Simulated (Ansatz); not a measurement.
## Run report: KCl, geometry relaxation

KCl (2 atoms in the cell), computed with DFT, PBEsol, plane waves, PAW, no spin polarisation (Ansatz 0.2.0).

The structure was built on a prototype by a generator.

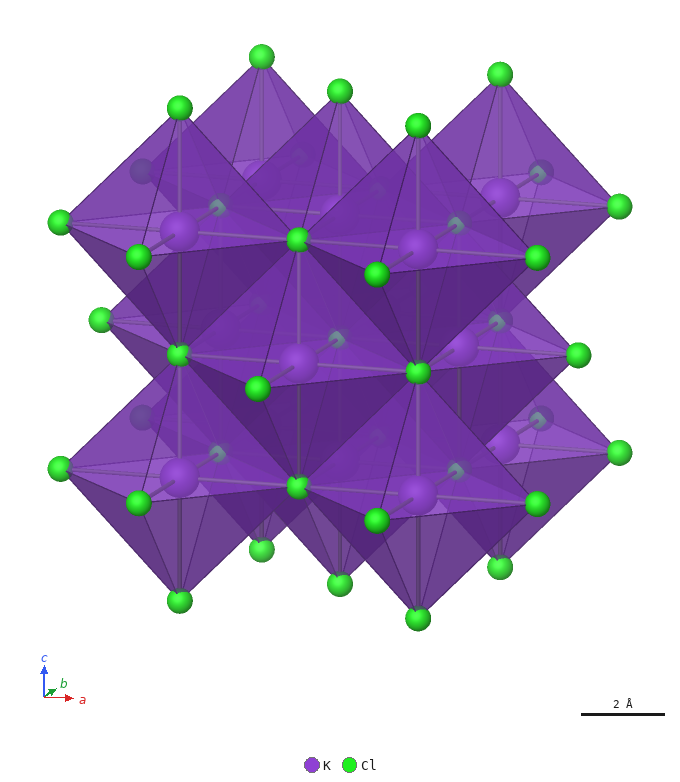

**Figure 1.** The structure as given in the input (polyhedral view of the cell 4 times as large as that of the calculation, set on its symmetry axes, seen slightly off an axis; polyhedra are completed across the faces of the cell).

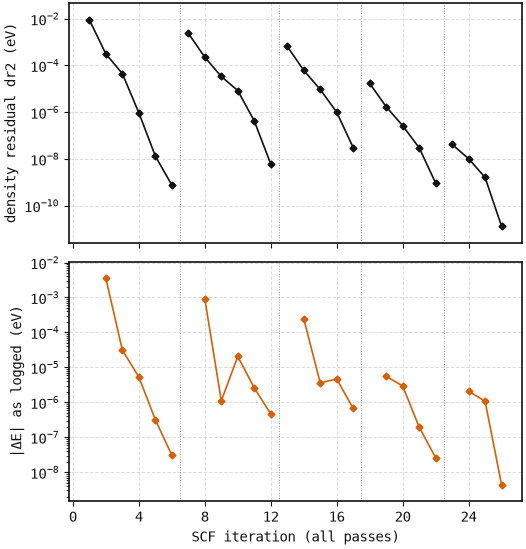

**Figure 2.** Convergence of the self-consistent field: density residual dr2 and size of the energy change against the SCF iteration. The dotted lines part the SCF passes of the relaxation: geometry steps, rejected trials and re-solves on a re-selected basis. The 5 passes take 4 to 6 iterations each, 26 in all.

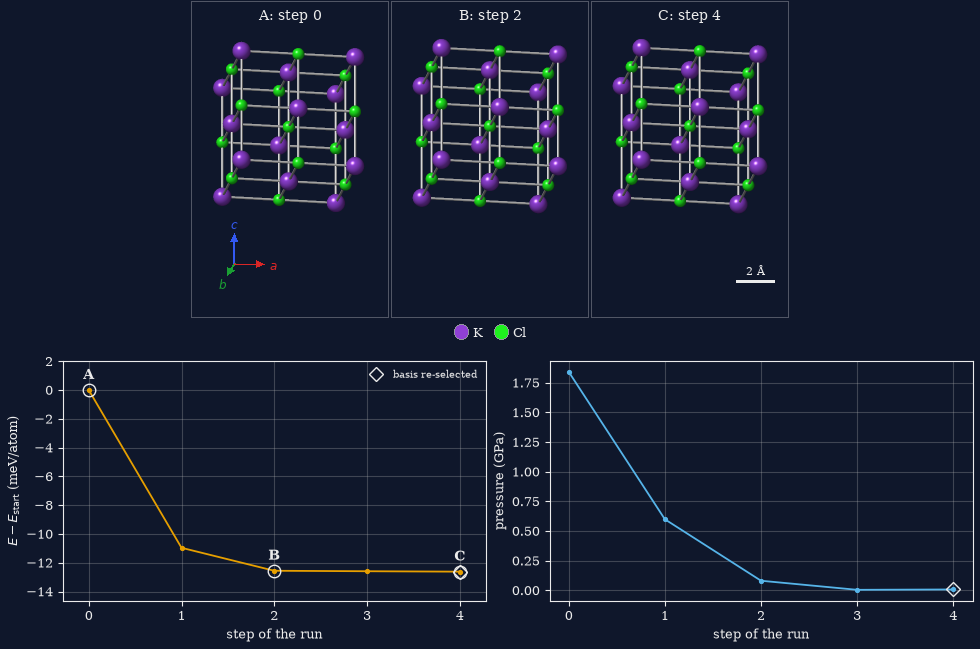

**Figure 3.** Frames of the relaxation (ball-and-stick view of the cell 4 times as large as that of the calculation, set on its symmetry axes, seen at an oblique angle) above the curves, on which the letters mark them (the first geometry is step 0 here and step 1 in the log).

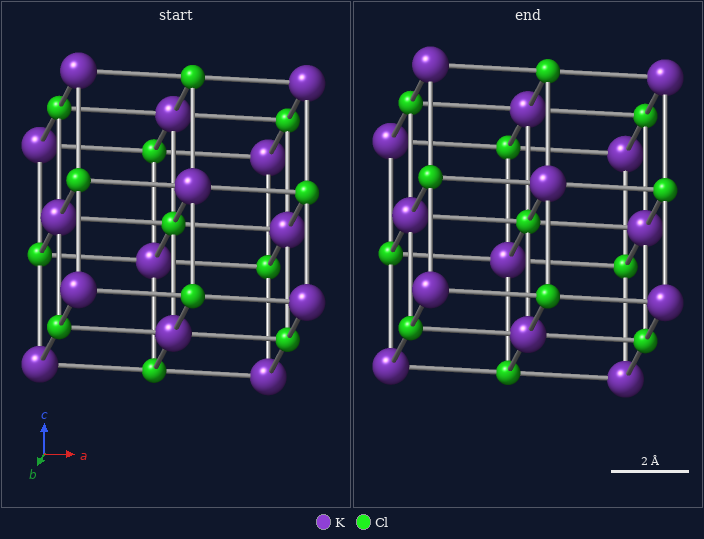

**Figure 4.** Before (left) and after (right) the relaxation, at one scale (ball-and-stick view of the cell 4 times as large as that of the calculation, set on its symmetry axes, seen at an oblique angle). The atoms keep their places relative to the cell (all moves are under 0.005 Å). The drawn cell changes as follows: a = b = c 6.076 → 6.243 Å (+2.7 %); the volume changes by +8.5 %. Distances before and after: K1–Cl2 3.038 → 3.121 Å. The space group stays Fm-3m (No. 225). The energy falls by 12.6 meV per atom in 3 geometry steps. All forces vanish by symmetry, so only the cell relaxes. Pressure: 1.84 GPa at the start and 0.01 GPa at the end. A last SCF at the same geometry on a re-selected plane-wave basis shifts the energy by next to nothing (0.0 meV per atom). (Atoms are counted from 1 in the order of the input.)

The input and output of the run follow.

## Input
```yaml
crystal:
  lattice:
    - [0.0, 3.038158, 3.038158]
    - [3.038158, 0.0, 3.038158]
    - [3.038158, 3.038158, 0.0]
  atoms:
    - { symbol: K, position: [0.0, 0.0, 0.0] }
    - { symbol: Cl, position: [0.5, 0.5, 0.5] }
kpoints:
  mp_grid: { grid: [6, 6, 6] }
hamiltonian:
  xc: pbesol
scf:
  occupations: { method: fermi_dirac, width: 0.03 }
relax:
  f_tol: 0.01
  cell: {}
  max_steps: 120
```

Launched with:
```bash
ansatz run input.yaml --threads 2 --pin off --max-ram 2211MiB --backend cpu --events-out ev --progress --plain --runs-dir out
```

## What the program printed
```
Engine: ansatz 0.2.0, aarch64-unknown-linux-gnu
Pseudopotentials: kind: paw
Pseudopotential: K, paw, valence charge 9, recommended cutoff 420 eV (normal), K.paw.azcp
Pseudopotential: Cl, paw, valence charge 7, recommended cutoff 420 eV (normal), Cl.paw.azcp
Functional definition: PBEsol
  exchange = pbesol_x
  correlation = pbesol_c
Crystal: 2 atoms, lattice volume = 56.087 Å³
Basis set: ecut = 420 eV, 1067 PW (Γ), exchange–correlation on 60×60×60 points (8 copies of the dense FFT grid, shifted against one another)
Bands: 12, of which v1, the nominal top of the filled ones, is band 8 counted from 1 (7 counted from 0)
Symmetry: 48 space group operations
Space group: Fm-3m (ITA 225), of the structure as read, at distance tolerance 3.8e-5 Å
k-points: 16 of 216
Non-local potential: K, projectors of the file, l = 0: 3, l = 1: 2, l = 2: 2
Non-local potential: Cl, projectors of the file, l = 0: 2, l = 1: 2, l = 2: 2
PAW form: soft (Blöchl's): semilocal exchange-correlation on the pseudo side does not see the compensation charge
PAW frozen core: K, regenerated for the run's functional, and the local potential with it (the file was generated under x = pbe(κ = 0.804, μ = 0.2195149727645171), c = pbe(β = 0.06672455060314922))
PAW frozen core: Cl, regenerated for the run's functional, and the local potential with it (the file was generated under x = pbe(κ = 0.804, μ = 0.2195149727645171), c = pbe(β = 0.06672455060314922))
PAW one-centre angular grid: K, 110 points (default); XC on 64 Gauss nodes
PAW one-centre angular grid: Cl, 110 points (default); XC on 64 Gauss nodes
Initial density: superposition of atomic densities (neutral atoms: chi_scale 0, normalization atom), corrected by the library's trained network
Initial wavefunctions: pseudopotential atomic-orbital guess
Functional: x = pbesol(κ = 0.804, μ = 0.12345679012345678), c = pbesol(β = 0.046)
SCF iter   1: F=—  HF=-2580.719447 eV  |F-HF|=—  |Δ(HF+E_count)|=         —  Δρ=3.45e-3  dr2=8.91e-3  ethr=1.77e-3  ⟨swp⟩=6.2  Hψ=1214  notcnv=0
preconditioner: auto → none  [insulator: Δε(μ)=5.318 eV  Ē_g=15.329 eV  σ=0.030 eV  W_gap=1.00  n_scr=14 (ndim 8)  ℏωp=18.6 eV  f_vac=0.068  D(μ)=0.00/eV (n_scr^D=0)  ε∞_Penn≈2.5]
SCF iter   2: F=—  HF=-2580.715951 eV  |F-HF|=—  |Δ(HF+E_count)|=   3.50e-3  Δρ=1.05e-3  dr2=3.12e-4  ethr=5.57e-5  ⟨swp⟩=2.8  Hψ=484  notcnv=0
SCF iter   3: F=—  HF=-2580.715920 eV  |F-HF|=—  |Δ(HF+E_count)|=   3.11e-5  Δρ=4.12e-4  dr2=4.47e-5  ethr=1.95e-6  ⟨swp⟩=2.0  Hψ=270  notcnv=0
SCF iter   4: F=—  HF=-2580.715925 eV  |F-HF|=—  |Δ(HF+E_count)|=   5.32e-6  Δρ=5.51e-5  dr2=9.38e-7  ethr=2.79e-7  ⟨swp⟩=1.9  Hψ=297  notcnv=0
iter 5 did not close the SCF: its close was put off for the readings that it lacked (scf_convergence_deferred on its scf_iter line)
SCF iter   5: F=-2580.715925 eV  HF=-2580.715925 eV  |F-HF|=2.57e-8  |Δ(HF+E_count)|=   3.17e-7  Δρ=7.03e-6  dr2=1.32e-8  ethr=5.86e-9  ⟨swp⟩=2.7  Hψ=327  notcnv=0
SCF iter   6: F=-2580.715925 eV  HF=-2580.715925 eV  |F-HF|=5.56e-10  |Δ(HF+E_count)|=   3.07e-8  Δρ=1.08e-6  dr2=7.58e-10  ethr=8.26e-11  ⟨swp⟩=2.0  Hψ=680  notcnv=0
SCF 1 converged in 6 iterations: F = -2580.715925 eV  dr2 = 7.58e-10
  greatest PAW one-centre occupation: 0.987 electrons in one spin orbital (limit 2), on the K atom at site 0 (counted from 0), in its partial waves of l = 0
relax step   1: F+E_penalty+E_count = -2580.71592517 eV  Δ(F+E_penalty+E_count) = +0.000e0 eV  max|allowed force component| = 5.736e-30 eV/Å  Δτ_max = 0.0000 Å  P = +1.841 GPa  Ω = 56.087 Å³  (6 SCF iters, dr2 threshold 1.00e-7 eV, accepted)
Crystal: 2 atoms, lattice volume = 59.040 Å³
Basis set: ecut = 420 eV, 1139 PW (Γ), exchange–correlation on 60×60×60 points (8 copies of the dense FFT grid, shifted against one another)
Initial density: handed on by an earlier stage of this run
Initial wavefunctions: those handed on with the density
iter 1 solved again at ethr=1.45e-5 eV; its pass at ethr=3.10e-3 eV (dr2=2.31e-3 eV) is discarded
SCF iter   1: F=—  HF=-2580.738738 eV  |F-HF|=—  |Δ(HF+E_count)|=         —  Δρ=1.32e-3  dr2=2.39e-3  ethr=1.45e-5  ⟨swp⟩=1.1  Hψ=1419  notcnv=0
preconditioner: auto → none  [insulator: Δε(μ)=5.266 eV  Ē_g=15.271 eV  σ=0.030 eV  W_gap=1.00  n_scr=14 (ndim 8)  ℏωp=18.1 eV  f_vac=0.073  D(μ)=0.00/eV (n_scr^D=0)  ε∞_Penn≈2.4]
SCF iter   2: F=—  HF=-2580.737827 eV  |F-HF|=—  |Δ(HF+E_count)|=   9.11e-4  Δρ=6.59e-4  dr2=2.25e-4  ethr=1.45e-5  ⟨swp⟩=2.0  Hψ=349  notcnv=0
SCF iter   3: F=—  HF=-2580.737826 eV  |F-HF|=—  |Δ(HF+E_count)|=   1.10e-6  Δρ=2.56e-4  dr2=3.38e-5  ethr=1.41e-6  ⟨swp⟩=2.0  Hψ=240  notcnv=0
SCF iter   4: F=—  HF=-2580.737846 eV  |F-HF|=—  |Δ(HF+E_count)|=   2.05e-5  Δρ=1.07e-4  dr2=8.38e-6  ethr=2.11e-7  ⟨swp⟩=2.4  Hψ=283  notcnv=0
SCF iter   5: F=—  HF=-2580.737849 eV  |F-HF|=—  |Δ(HF+E_count)|=   2.58e-6  Δρ=2.29e-5  dr2=4.22e-7  ethr=5.24e-8  ⟨swp⟩=2.8  Hψ=304  notcnv=0
SCF iter   6: F=-2580.737849 eV  HF=-2580.737849 eV  |F-HF|=4.39e-9  |Δ(HF+E_count)|=   4.65e-7  Δρ=2.92e-6  dr2=6.02e-9  ethr=1.25e-9  ⟨swp⟩=4.0  Hψ=612  notcnv=0
SCF 2 converged in 6 iterations: F = -2580.737849 eV  dr2 = 6.02e-9
relax step   2: F+E_penalty+E_count = -2580.73784931 eV  Δ(F+E_penalty+E_count) = -2.192e-2 eV  max|allowed force component| = 1.131e-29 eV/Å  Δτ_max = 0.0000 Å  P = +0.599 GPa  Ω = 59.040 Å³  energy of the carried Pulay correction = -1.669e-5 eV  (6 SCF iters, dr2 threshold 2.00e-7 eV, accepted)
Crystal: 2 atoms, lattice volume = 60.578 Å³
Basis set: ecut = 420 eV, 1243 PW (Γ), exchange–correlation on 60×60×60 points (8 copies of the dense FFT grid, shifted against one another)
iter 1 solved again at ethr=3.99e-6 eV; its pass at ethr=3.10e-3 eV (dr2=6.39e-4 eV) is discarded
SCF iter   1: F=—  HF=-2580.741288 eV  |F-HF|=—  |Δ(HF+E_count)|=         —  Δρ=6.79e-4  dr2=6.58e-4  ethr=3.99e-6  ⟨swp⟩=1.0  Hψ=1418  notcnv=0
preconditioner: auto → none  [insulator: Δε(μ)=5.150 eV  Ē_g=15.211 eV  σ=0.030 eV  W_gap=1.00  n_scr=14 (ndim 8)  ℏωp=17.9 eV  f_vac=0.075  D(μ)=0.00/eV (n_scr^D=0)  ε∞_Penn≈2.4]
SCF iter   2: F=—  HF=-2580.741041 eV  |F-HF|=—  |Δ(HF+E_count)|=   2.47e-4  Δρ=3.42e-4  dr2=6.22e-5  ethr=3.99e-6  ⟨swp⟩=2.0  Hψ=342  notcnv=0
SCF iter   3: F=—  HF=-2580.741038 eV  |F-HF|=—  |Δ(HF+E_count)|=   3.58e-6  Δρ=1.31e-4  dr2=9.38e-6  ethr=3.89e-7  ⟨swp⟩=2.0  Hψ=240  notcnv=0
SCF iter   4: F=—  HF=-2580.741043 eV  |F-HF|=—  |Δ(HF+E_count)|=   4.67e-6  Δρ=3.60e-5  dr2=1.00e-6  ethr=5.86e-8  ⟨swp⟩=2.8  Hψ=312  notcnv=0
SCF iter   5: F=-2580.741043 eV  HF=-2580.741043 eV  |F-HF|=6.58e-8  |Δ(HF+E_count)|=   6.65e-7  Δρ=6.17e-6  dr2=3.03e-8  ethr=1.25e-9  ⟨swp⟩=4.0  Hψ=624  notcnv=0
SCF 3 converged in 5 iterations: F = -2580.741043 eV  dr2 = 3.03e-8
relax step   3: F+E_penalty+E_count = -2580.74104331 eV  Δ(F+E_penalty+E_count) = -3.194e-3 eV  max|allowed force component| = 1.381e-30 eV/Å  Δτ_max = 0.0000 Å  P = +0.081 GPa  Ω = 60.578 Å³  energy of the carried Pulay correction = -2.505e-5 eV  (5 SCF iters, dr2 threshold 2.00e-7 eV, accepted)
Crystal: 2 atoms, lattice volume = 60.826 Å³
iter 1 solved again at ethr=1.06e-7 eV; its pass at ethr=3.10e-3 eV (dr2=1.69e-5 eV) is discarded
SCF iter   1: F=—  HF=-2580.741116 eV  |F-HF|=—  |Δ(HF+E_count)|=         —  Δρ=1.09e-4  dr2=1.71e-5  ethr=1.06e-7  ⟨swp⟩=2.1  Hψ=1355  notcnv=0
preconditioner: auto → none  [insulator: Δε(μ)=5.109 eV  Ē_g=15.197 eV  σ=0.030 eV  W_gap=1.00  n_scr=14 (ndim 8)  ℏωp=17.8 eV  f_vac=0.075  D(μ)=0.00/eV (n_scr^D=0)  ε∞_Penn≈2.4]
SCF iter   2: F=—  HF=-2580.741111 eV  |F-HF|=—  |Δ(HF+E_count)|=   5.52e-6  Δρ=5.55e-5  dr2=1.71e-6  ethr=1.06e-7  ⟨swp⟩=2.1  Hψ=284  notcnv=0
SCF iter   3: F=—  HF=-2580.741108 eV  |F-HF|=—  |Δ(HF+E_count)|=   2.93e-6  Δρ=2.16e-5  dr2=2.64e-7  ethr=1.07e-8  ⟨swp⟩=2.0  Hψ=240  notcnv=0
SCF iter   4: F=—  HF=-2580.741108 eV  |F-HF|=—  |Δ(HF+E_count)|=   1.96e-7  Δρ=6.06e-6  dr2=3.00e-8  ethr=1.65e-9  ⟨swp⟩=2.8  Hψ=321  notcnv=0
SCF iter   5: F=-2580.741108 eV  HF=-2580.741108 eV  |F-HF|=2.21e-9  |Δ(HF+E_count)|=   2.60e-8  Δρ=1.07e-6  dr2=9.30e-10  ethr=1.03e-10  ⟨swp⟩=4.0  Hψ=569  notcnv=0
SCF 4 converged in 5 iterations: F = -2580.741108 eV  dr2 = 9.30e-10
relax step   4: F+E_penalty+E_count = -2580.74110815 eV  Δ(F+E_penalty+E_count) = -6.484e-5 eV  max|allowed force component| = 2.827e-30 eV/Å  Δτ_max = 0.0000 Å  P = +0.005 GPa  Ω = 60.826 Å³  energy of the carried Pulay correction = -2.638e-5 eV  (5 SCF iters, dr2 threshold 1.65e-8 eV, accepted)
Initial wavefunctions: pseudopotential atomic-orbital guess (no wavefunctions were taken with the density)
iter 1 solved again at ethr=6.18e-7 eV; its pass at ethr=3.10e-3 eV (dr2=9.89e-5 eV) is discarded
SCF iter   1: F=—  HF=-2580.741164 eV  |F-HF|=—  |Δ(HF+E_count)|=         —  Δρ=2.81e-5  dr2=4.18e-8  ethr=6.18e-7  ⟨swp⟩=2.9  Hψ=1692  notcnv=0
eigensolver tolerance schedule: the retry pair's looser diagonalisation over-reported the residual by 2363.24 of it (diagonalisation noise at 0.89 of the residual, at the tolerance the schedule requests for it); recorded, not acted on — ethr = c·dr2/N_el stays at c = 1.0e-1
preconditioner: auto → none  [insulator: Δε(μ)=5.103 eV  Ē_g=15.196 eV  σ=0.030 eV  W_gap=1.00  n_scr=14 (ndim 8)  ℏωp=17.8 eV  f_vac=0.075  D(μ)=0.00/eV (n_scr^D=0)  ε∞_Penn≈2.4]
SCF iter   2: F=—  HF=-2580.741166 eV  |F-HF|=—  |Δ(HF+E_count)|=   2.09e-6  Δρ=1.40e-5  dr2=1.02e-8  ethr=2.62e-10  ⟨swp⟩=2.4  Hψ=329  notcnv=0
SCF iter   3: F=—  HF=-2580.741167 eV  |F-HF|=—  |Δ(HF+E_count)|=   1.07e-6  Δρ=1.63e-6  dr2=1.60e-9  ethr=6.38e-11  ⟨swp⟩=2.0  Hψ=304  notcnv=0
SCF iter   4: F=-2580.741167 eV  HF=-2580.741167 eV  |F-HF|=4.02e-10  |Δ(HF+E_count)|=   4.35e-9  Δρ=3.14e-7  dr2=1.30e-11  ethr=1.00e-12  ⟨swp⟩=4.9  Hψ=937  notcnv=0
SCF 5 converged in 4 iterations: F = -2580.741167 eV  dr2 = 1.30e-11
relax step   5: F+E_penalty+E_count = -2580.74116727 eV  Δ(F+E_penalty+E_count) = -5.912e-5 eV  max|allowed force component| = 2.317e-30 eV/Å  Δτ_max = 0.0000 Å  P = +0.008 GPa  Ω = 60.826 Å³  stress off target by 7.56e-3 GPa  SCF on the basis re-selected at this cell (its energy is not comparable with the rows above)  (4 SCF iters)
basis re-selected at this cell: Δ(F+E_penalty+E_count) = -5.912e-5 eV, ΔP = +0.003 GPa vs the last step (what re-selecting the basis moved, of the pressure what is left beyond the Pulay correction that the steps carried, after the strain that the cell walked since its last selection, with what the two solves' SCF thresholds leave and, on support functions, any second-order correction that the steps lacked; it is no measure of the basis error at this ecutwfc). This SCF's stress stands 7.56e-3 GPa from its target on what of the cell is left free (relax.cell.stress_tol is 5.00e-2 GPa) and its largest allowed force component is 2.32e-30 eV/Å (relax.f_tol is 1.00e-2 eV/Å): within both
SCF converged after 4 iterations
Free energy (F): -2580.741167 eV
Harris-Foulkes:  -2580.741167 eV  (|F-HF|=4.02e-10)
Internal energy: -2580.741167 eV  (E = F + TS)
E sigma→0 (E₀):  -2580.741167 eV
Fermi energy:    3.523079 eV
--- Per-component energies (eV) ---
  E_band       = -128.972473
  E_kinetic    = 415.452096
  E_local      = -824.424517  (includes V_loc(G=0)·N_el)
  E_nonlocal   = 42.423184
  E_hartree    = 275.040748
  E_xc         = -240.029219
  E_vxc        = -285.789888  (∫ρ·V_xc dr)
  E_paw        = -1403.639323  (= ΣΔE_a)
  E_vpaw       = -26.714863  (= ΣTr[D̂ρ^β])
  E_aug_tail   = 0.000090  (compensation charges beyond the density's cutoff)
  E_ewald      = -845.750545
  E_core_change = 0.186317  (= ΣΔE_core)
  E_smearing   = -0.000000  (= −TS)
  E_closure    = -0.000000  (closes the sum)
  Σ components = -2580.741167   (vs F -2580.741167, Δ=0.00e0)
--- Forces (eV/Å), atoms counted from 1 ---
  atom   1  K     -0.00000000    -0.00000000     0.00000000
  atom   2  Cl     0.00000000    -0.00000000     0.00000000
  max |Σ_I F_I| component: 3.25e-30 eV/Å
--- Stress (GPa, compression-positive) ---
        0.007560      -0.000000      -0.000000
       -0.000000       0.007560       0.000000
       -0.000000       0.000000       0.007560
  P = ⅓ Tr σ = 0.0076 GPa (0.076 kbar)
--- Relaxed structure (4 steps of the walk, 4 accepted, 1 SCFs on fresh bases) ---
  F+E_penalty+E_count = -2580.74116727 eV   max|allowed force component| = 2.317e-30 eV/Å   (the final SCF, on the basis selected at the relaxed cell)
  cell:  # Å, volume = 60.8264 Å³
    - [-1.9808258777881604e-33, 3.1214325629020085, 3.1214325629020085]
    - [3.1214325629020085, 2.2865481997618957e-33, 3.1214325629020085]
    - [3.1214325629020085, 3.1214325629020085, -1.1464587074015083e-34]
  atoms:
    - { symbol: K, position: [3.7968788642135285e-36, -3.136552105240839e-36, -8.419166177058391e-36] }
    - { symbol: Cl, position: [0.5, 0.5, 0.5] }
```

## Trajectory as extended XYZ (Å, eV, eV/Å), 5 frames, from step=1 to step=5
```
2
Lattice="0.0000 3.0382 3.0382 3.0382 0.0000 3.0382 3.0382 3.0382 0.0000" Properties=species:S:1:pos:R:3:forces:R:3 step=1 energy=-2580.71592 pressure_GPa=1.84
K     0.0000    0.0000    0.0000    0.0000   0.0000   0.0000
Cl    3.0382    3.0382    3.0382    0.0000   0.0000   0.0000
2
Lattice="0.0000 3.0906 3.0906 3.0906 0.0000 3.0906 3.0906 3.0906 0.0000" Properties=species:S:1:pos:R:3:forces:R:3 step=2 energy=-2580.73785 pressure_GPa=0.60
K     0.0000    0.0000    0.0000    0.0000   0.0000   0.0000
Cl    3.0906    3.0906    3.0906    0.0000   0.0000   0.0000
2
Lattice="0.0000 3.1172 3.1172 3.1172 0.0000 3.1172 3.1172 3.1172 0.0000" Properties=species:S:1:pos:R:3:forces:R:3 step=3 energy=-2580.74104 pressure_GPa=0.08
K     0.0000    0.0000    0.0000    0.0000   0.0000   0.0000
Cl    3.1172    3.1172    3.1172    0.0000   0.0000   0.0000
2
Lattice="0.0000 3.1214 3.1214 3.1214 0.0000 3.1214 3.1214 3.1214 0.0000" Properties=species:S:1:pos:R:3:forces:R:3 step=4 energy=-2580.74111 pressure_GPa=0.00
K     0.0000    0.0000    0.0000    0.0000   0.0000   0.0000
Cl    3.1214    3.1214    3.1214    0.0000   0.0000   0.0000
2
Lattice="0.0000 3.1214 3.1214 3.1214 0.0000 3.1214 3.1214 3.1214 0.0000" Properties=species:S:1:pos:R:3:forces:R:3 step=5 energy=-2580.74117 pressure_GPa=0.01
K     0.0000    0.0000    0.0000    0.0000   0.0000   0.0000
Cl    3.1214    3.1214    3.1214    0.0000   0.0000   0.0000
```

## Key numbers

- outcome: converged
- space group (tolerance 0.01 Å): Fm-3m (225)
- electrons treated: 16
- free energy: −2580.7412 eV
- Fermi energy: 3.523 eV
- pressure: 0.01 GPa
- final volume: 60.83 Å³
- largest force (length of the vector) at the end: under 0.001 eV/Å
- final cell: a = 4.414 Å, b = 4.414 Å, c = 4.414 Å, α = 60.00°, β = 60.00°, γ = 60.00°
- hardware: 2 threads of Arm Neoverse V2, 24 GiB of memory available, shared host
- wall time: 1.7 s (CPU time 3 s)
- peak memory: 0.28 GiB
